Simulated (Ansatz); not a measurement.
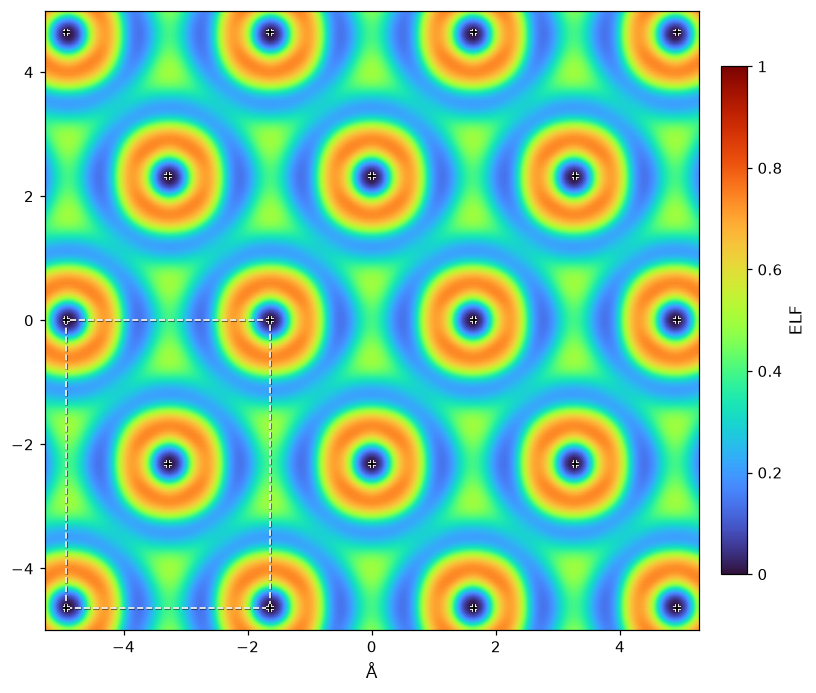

The electron localisation function on a plane through atoms (crosses mark nuclei in the plane).

These are results of DFT PBEsol, scalar-relativistic, plane waves, PAW in Ansatz, not measurements.

Candidates:
A. Au, a = 4.00 Å, b = 4.00 Å, c = 2.91 Å, α = 90.00°, β = 133.52°, γ = 90.00°. Space group I4/mmm; changed on purpose from its base cell (band edges of the strained film's bulk).
B. MoS4 (slab), a = 3.14 Å, b = 3.14 Å, c = 48.56 Å, α = 90.00°, β = 90.00°, γ = 120.00°. Computed without spin polarisation.
C. Ta, a = 3.28 Å, b = 3.28 Å, c = 3.28 Å, α = 90.00°, β = 90.00°, γ = 90.00°. Space group Im-3m; computed without spin polarisation.

Which candidate gave the map?

Answer. Candidate C: Ta on the (110) plane of the conventional cell, which holds Ta. Ta–Ta (2.84 Å): the ELF is about 0.30 at the midpoint: no localised pair shows between them.
